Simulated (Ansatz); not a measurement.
# Run report: WSe2, geometry relaxation (part 1 of 2)

The run: geometry relaxation of WSe2 (P6₃/mmc, 6 atoms in the cell). Method and program: DFT r2SCAN, scalar-relativistic, plane waves, PAW (Ansatz 0.2.0).

The structure derives from a Materials Project entry. The run did not end well. It belongs to a series of runs on one base structure; here: uniaxial strain along c, a, b and atoms relaxed: -1.0 %. Figures and captions count atoms from 1; the log counts them from 0 in places.

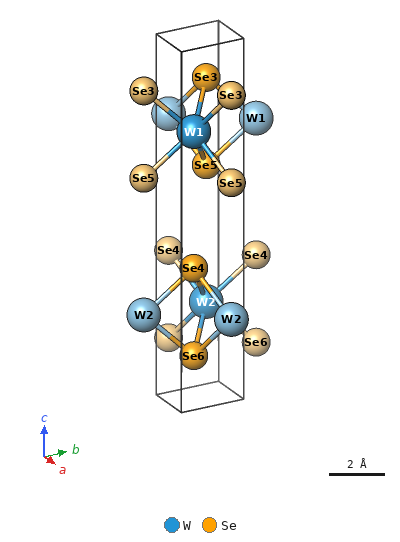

Fig. 1: The input geometry (ball-and-stick view of the cell of the calculation, seen slightly off an axis; neighbours outside the cell are drawn fainter; atoms are numbered from 1 in the order of the input). An atom can appear more than once, as a periodic image. Near neighbours in the periodic cell (some may lie outside the picture): W has 6 Se at 2.53 Å; Se has 3 W at 2.53 Å.

## The input
```yaml
crystal:
  lattice:
    - [3.3234034178, 0.0, 0.0]
    - [-1.6617017089, 2.8781517868, 0.0]
    - [0.0, 0.0, 13.5916269915]
  atoms:
    - { symbol: W, position: [0.6666666667, 0.3333333333, 0.75] }
    - { symbol: W, position: [0.3333333333, 0.6666666667, 0.25] }
    - { symbol: Se, position: [0.3333333333, 0.6666666667, 0.8710528359] }
    - { symbol: Se, position: [0.6666666667, 0.3333333333, 0.3710528359] }
    - { symbol: Se, position: [0.3333333333, 0.6666666667, 0.6289471641] }
    - { symbol: Se, position: [0.6666666667, 0.3333333333, 0.1289471641] }
basis:
  ecutwfc: 500
kpoints:
  mp_grid: { grid: [12, 12, 2] }
hamiltonian:
  xc: r2scan
scf:
  occupations: { method: gaussian, width: 0.02 }
output:
  forces: true
  stress: true
  eigenvalues: true
  write_density: true
  write_potential: true
  elf: true
  volumetric_format: npy
relax:
  adjacent_minimum: "off"
  f_tol: 0.008
  max_steps: 40
  cell: { stress_tol: 0.015, fix: [c, angles] }
```

Run as:
```bash
ansatz run input.yaml --threads 1 --pin off --max-ram 2560MiB --backend cpu --events-out ev --progress --plain --runs-dir out
```

## What the program printed
```
Warning: crystal.symmetry: narrowed to the stabiliser of the fixed cell quantities (relax.cell.fix) — unitary ops 24 → 8. The narrowing is safe, since a smaller group never makes results wrong: the run goes on under it, on as many k-points as the starting group would need, or more. Excluded: 16 operations that would move a fixed cell quantity at a test strain (relax.cell.fix fixes c, alpha, beta, gamma). The cell can leave their symmetry as it relaxes.
Engine: ansatz 0.2.0, x86_64-unknown-linux-gnu
Pseudopotentials: kind: paw
Pseudopotential: W, paw, valence charge 14, recommended cutoff 500 eV (meta_gga), W.paw.azcp
Pseudopotential: Se, paw, valence charge 16, recommended cutoff 500 eV (meta_gga), Se.paw.azcp
Functional definition: r2SCAN
  parameter k0 = 0.174
  parameter k1 = 0.065
  parameter a1 = 4.9479
  exchange = r2scan_x(k0 = k0, k1 = k1, a1 = a1)
  correlation = r2scan_c
Crystal: 6 atoms, lattice volume = 130.007 Å³
Basis set: ecut = 500 eV, 3277 PW (Γ), exchange–correlation on 100×100×400 points (64 copies of the dense FFT grid, shifted against one another)
Bands: 56, of which v1, the nominal top of the filled ones, is band 46 counted from 1 (45 counted from 0)
Symmetry: 8 space group operations
k-points: 86 of 288
Non-local potential: W, projectors of the file, l = 0: 3, l = 1: 2, l = 2: 2, l = 3: 1
Non-local potential: Se, projectors of the file, l = 0: 2, l = 1: 2, l = 2: 3, l = 3: 1
PAW form: soft (Blöchl's): semilocal exchange-correlation on the pseudo side does not see the compensation charge
PAW frozen core: W, regenerated for the run's functional (the file was generated under x = pbe(κ = 0.804, μ = 0.2195149727645171), c = pbe(β = 0.06672455060314922))
PAW frozen core: Se, regenerated for the run's functional (the file was generated under x = pbe(κ = 0.804, μ = 0.2195149727645171), c = pbe(β = 0.06672455060314922))
PAW one-centre angular grid: W, 590 points (default); XC on 160 Gauss nodes
PAW one-centre angular grid: Se, 590 points (default); XC on 160 Gauss nodes
Initial density: superposition of atomic densities (neutral atoms: chi_scale 0, normalization atom), corrected by the library's trained network
Initial wavefunctions: pseudopotential atomic-orbital guess
Functional: x = r2scan, c = r2scan; τ floored in thin density (d = 2e-4 eV/Å³)
SCF iter   1: F=—  HF=-42710.643176 eV  |F-HF|=—  |Δ(HF+E_count)|=         —  Δρ=5.39e-3  dr2=2.25e-2  dr2_τ=8.94e-2  ethr=1.77e-3  ⟨swp⟩=6.4  Hψ=17228  notcnv=0  defer=3
preconditioner: auto → Resta (q_TF=auto, 2.575 Å⁻¹)  ε∞=5.3  [insulator: Δε(μ)=1.306 eV  Ē_g=9.426 eV  σ=0.020 eV  W_gap=1.00  n_scr=40 (ndim 8)  ℏωp=19.5 eV  f_vac=0.120  D(μ)=0.00/eV (n_scr^D=0)  ε∞_Penn≈5.3]
SCF iter   2: F=—  HF=-42710.764353 eV  |F-HF|=—  |Δ(HF+E_count)|=   1.21e-1  Δρ=3.58e-3  dr2=7.18e-3  dr2_τ=9.21e-4  ethr=2.44e-5  ⟨swp⟩=2.9  Hψ=10433  notcnv=0  defer=243
SCF iter   3: F=—  HF=-42710.772603 eV  |F-HF|=—  |Δ(HF+E_count)|=   8.25e-3  Δρ=1.32e-3  dr2=1.09e-3  dr2_τ=9.00e-5  ethr=7.80e-6  ⟨swp⟩=2.0  Hψ=6442  notcnv=0  defer=243
SCF iter   4: F=—  HF=-42710.773882 eV  |F-HF|=—  |Δ(HF+E_count)|=   1.28e-3  Δρ=1.40e-4  dr2=1.80e-5  dr2_τ=1.84e-6  ethr=1.18e-6  ⟨swp⟩=2.0  Hψ=7229  notcnv=0  defer=243
SCF iter   5: F=—  HF=-42710.773880 eV  |F-HF|=—  |Δ(HF+E_count)|=   2.56e-6  Δρ=5.53e-5  dr2=7.12e-6  dr2_τ=2.62e-7  ethr=1.96e-8  ⟨swp⟩=2.0  Hψ=8357  notcnv=0  defer=243
SCF iter   6: F=—  HF=-42710.773882 eV  |F-HF|=—  |Δ(HF+E_count)|=   1.81e-6  Δρ=2.01e-5  dr2=8.82e-7  dr2_τ=1.56e-7  ethr=7.74e-9  ⟨swp⟩=2.0  Hψ=5915  notcnv=0  defer=243
SCF iter   7: F=—  HF=-42710.773882 eV  |F-HF|=—  |Δ(HF+E_count)|=   8.74e-8  Δρ=8.60e-6  dr2=1.63e-7  dr2_τ=7.87e-9  ethr=9.58e-10  ⟨swp⟩=3.0  Hψ=8431  notcnv=0  defer=243
SCF iter   8: F=-42710.773882 eV  HF=-42710.773882 eV  |F-HF|=1.05e-9  |Δ(HF+E_count)|=   6.65e-8  Δρ=1.67e-6  dr2=7.31e-9  dr2_τ=1.15e-10  ethr=1.09e-10  ⟨swp⟩=14.1  Hψ=30813  notcnv=0
SCF 1 converged in 8 iterations: F = -42710.773882 eV  dr2 = 7.31e-9
  greatest PAW one-centre occupation: 1.000 electrons in one spin orbital (limit 2), on the Se atom at site 5 (counted from 0), in its partial waves of l = 2
relax step   1: F+E_penalty+E_count = -42710.77388170 eV  Δ(F+E_penalty+E_count) = +0.000e0 eV  max|allowed force component| = 2.425e-1 eV/Å  Δτ_max = 0.0000 Å  P = +0.808 GPa  Ω = 130.007 Å³  fix = [c, alpha, beta, gamma]  reactions: c +2.082 GPa; gamma +0.000 GPa/rad  (8 SCF iters, dr2 threshold 1.00e-7 eV, accepted)
Crystal: 6 atoms, lattice volume = 126.542 Å³
Basis set: ecut = 500 eV, 3163 PW (Γ), exchange–correlation on 100×100×400 points (64 copies of the dense FFT grid, shifted against one another)
Initial density: handed on by an earlier stage of this run
Initial wavefunctions: those handed on with the density
iter 1 solved again at ethr=3.99e-5 eV; its pass at ethr=3.10e-3 eV (dr2=3.67e-2 eV) is discarded
SCF iter   1: F=—  HF=-42710.712941 eV  |F-HF|=—  |Δ(HF+E_count)|=         —  Δρ=3.87e-3  dr2=3.83e-2  dr2_τ=5.24e-2  ethr=3.99e-5  ⟨swp⟩=2.8  Hψ=21366  notcnv=0
preconditioner: auto → Resta (q_TF=auto, 2.587 Å⁻¹)  ε∞=5.5  [insulator: Δε(μ)=1.277 eV  Ē_g=9.370 eV  σ=0.020 eV  W_gap=1.00  n_scr=40 (ndim 8)  ℏωp=19.8 eV  f_vac=0.088  D(μ)=0.00/eV (n_scr^D=0)  ε∞_Penn≈5.5]
SCF iter   2: F=—  HF=-42710.732064 eV  |F-HF|=—  |Δ(HF+E_count)|=   1.91e-2  Δρ=2.54e-3  dr2=8.19e-3  dr2_τ=4.74e-4  ethr=3.99e-5  ⟨swp⟩=3.0  Hψ=7720  notcnv=0
SCF iter   3: F=—  HF=-42710.732063 eV  |F-HF|=—  |Δ(HF+E_count)|=   1.04e-6  Δρ=1.14e-3  dr2=2.47e-3  dr2_τ=2.53e-4  ethr=8.91e-6  ⟨swp⟩=2.0  Hψ=6723  notcnv=0
SCF iter   4: F=—  HF=-42710.732263 eV  |F-HF|=—  |Δ(HF+E_count)|=   2.00e-4  Δρ=2.88e-4  dr2=1.76e-4  dr2_τ=8.32e-6  ethr=2.68e-6  ⟨swp⟩=3.0  Hψ=9456  notcnv=0
SCF iter   5: F=—  HF=-42710.732287 eV  |F-HF|=—  |Δ(HF+E_count)|=   2.44e-5  Δρ=9.32e-5  dr2=1.67e-5  dr2_τ=3.87e-7  ethr=1.91e-7  ⟨swp⟩=2.0  Hψ=8586  notcnv=0
SCF iter   6: F=—  HF=-42710.732285 eV  |F-HF|=—  |Δ(HF+E_count)|=   1.80e-6  Δρ=4.03e-5  dr2=2.10e-6  dr2_τ=2.18e-7  ethr=1.82e-8  ⟨swp⟩=2.0  Hψ=8600  notcnv=0
SCF iter   7: F=-42710.732288 eV  HF=-42710.732287 eV  |F-HF|=4.19e-8  |Δ(HF+E_count)|=   2.00e-6  Δρ=1.36e-5  dr2=3.45e-7  dr2_τ=1.39e-8  ethr=6.52e-10  ⟨swp⟩=11.8  Hψ=42314  notcnv=0
SCF 2 converged in 7 iterations: F = -42710.732288 eV  dr2 = 3.45e-7
relax step   2: F+E_penalty+E_count = -42710.73228753 eV  Δ(F+E_penalty+E_count) = +4.159e-2 eV  max|allowed force component| = 4.768e-1 eV/Å  Δτ_max = 0.0551 Å  P = -0.318 GPa  Ω = 126.542 Å³  energy of the carried Pulay correction = +6.773e-4 eV  fix = [c, alpha, beta, gamma]  (7 SCF iters, dr2 threshold 6.00e-7 eV, rejected (line search))
Crystal: 6 atoms, lattice volume = 129.542 Å³
Basis set: ecut = 500 eV, 3241 PW (Γ), exchange–correlation on 100×100×400 points (64 copies of the dense FFT grid, shifted against one another)
iter 1 solved again at ethr=2.80e-5 eV; its pass at ethr=3.10e-3 eV (dr2=2.57e-2 eV) is discarded
SCF iter   1: F=—  HF=-42710.738641 eV  |F-HF|=—  |Δ(HF+E_count)|=         —  Δρ=2.92e-3  dr2=2.65e-2  dr2_τ=3.53e-2  ethr=2.80e-5  ⟨swp⟩=2.7  Hψ=20884  notcnv=0
preconditioner: auto → Resta (q_TF=auto, 2.577 Å⁻¹)  ε∞=5.4  [insulator: Δε(μ)=1.322 eV  Ē_g=9.362 eV  σ=0.020 eV  W_gap=1.00  n_scr=40 (ndim 8)  ℏωp=19.6 eV  f_vac=0.119  D(μ)=0.00/eV (n_scr^D=0)  ε∞_Penn≈5.4]
SCF iter   2: F=—  HF=-42710.781067 eV  |F-HF|=—  |Δ(HF+E_count)|=   4.24e-2  Δρ=1.90e-3  dr2=4.97e-3  dr2_τ=3.99e-4  ethr=2.80e-5  ⟨swp⟩=3.0  Hψ=7790  notcnv=0
SCF iter   3: F=—  HF=-42710.780954 eV  |F-HF|=—  |Δ(HF+E_count)|=   1.13e-4  Δρ=8.66e-4  dr2=1.46e-3  dr2_τ=1.51e-4  ethr=5.40e-6  ⟨swp⟩=2.0  Hψ=6734  notcnv=0
SCF iter   4: F=—  HF=-42710.781065 eV  |F-HF|=—  |Δ(HF+E_count)|=   1.11e-4  Δρ=2.30e-4  dr2=1.18e-4  dr2_τ=4.93e-6  ethr=1.59e-6  ⟨swp⟩=2.0  Hψ=6771  notcnv=0
SCF iter   5: F=—  HF=-42710.781081 eV  |F-HF|=—  |Δ(HF+E_count)|=   1.57e-5  Δρ=7.03e-5  dr2=9.25e-6  dr2_τ=2.16e-7  ethr=1.28e-7  ⟨swp⟩=3.0  Hψ=8733  notcnv=0
SCF iter   6: F=—  HF=-42710.781078 eV  |F-HF|=—  |Δ(HF+E_count)|=   2.88e-6  Δρ=3.14e-5  dr2=1.34e-6  dr2_τ=1.15e-7  ethr=1.01e-8  ⟨swp⟩=2.0  Hψ=8600  notcnv=0
SCF iter   7: F=—  HF=-42710.781087 eV  |F-HF|=—  |Δ(HF+E_count)|=   8.77e-6  Δρ=1.09e-5  dr2=2.11e-7  dr2_τ=7.99e-9  ethr=1.45e-9  ⟨swp⟩=2.0  Hψ=8463  notcnv=0
SCF iter   8: F=—  HF=-42710.781087 eV  |F-HF|=—  |Δ(HF+E_count)|=   1.13e-7  Δρ=2.54e-6  dr2=1.00e-8  dr2_τ=2.61e-10  ethr=2.30e-10  ⟨swp⟩=2.0  Hψ=6364  notcnv=0
SCF iter   9: F=—  HF=-42710.781087 eV  |F-HF|=—  |Δ(HF+E_count)|=   4.96e-9  Δρ=4.45e-7  dr2=2.58e-10  dr2_τ=8.85e-12  ethr=1.09e-11  ⟨swp⟩=2.0  Hψ=6364  notcnv=0
SCF iter  10: F=—  HF=-42710.781087 eV  |F-HF|=—  |Δ(HF+E_count)|=  1.89e-10  Δρ=9.86e-8  dr2=1.01e-11  dr2_τ=5.03e-13  ethr=1.00e-12  ⟨swp⟩=1.6  Hψ=5067  notcnv=0
SCF iter  11: F=-42710.781087 eV  HF=-42710.781087 eV  |F-HF|=7.28e-12  |Δ(HF+E_count)|=  1.46e-11  Δρ=2.72e-8  dr2=1.25e-12  dr2_τ=1.14e-13  ethr=1.00e-12  ⟨swp⟩=6.0  Hψ=19528  notcnv=0
SCF 3 converged in 11 iterations: F = -42710.781087 eV  dr2 = 1.25e-12
relax step   3: F+E_penalty+E_count = -42710.78108687 eV  Δ(F+E_penalty+E_count) = -7.205e-3 eV  max|allowed force component| = 2.058e-2 eV/Å  Δτ_max = 0.0161 Å  P = -0.096 GPa  Ω = 129.542 Å³  energy of the carried Pulay correction = +8.994e-5 eV  fix = [c, alpha, beta, gamma]  reactions: c +0.039 GPa; gamma +0.000 GPa/rad  (11 SCF iters, accepted)
Crystal: 6 atoms, lattice volume = 129.400 Å³
Basis set: ecut = 500 eV, 3217 PW (Γ), exchange–correlation on 100×100×400 points (64 copies of the dense FFT grid, shifted against one another)
iter 1 solved again at ethr=1.31e-7 eV; its pass at ethr=3.10e-3 eV (dr2=1.21e-4 eV) is discarded
```
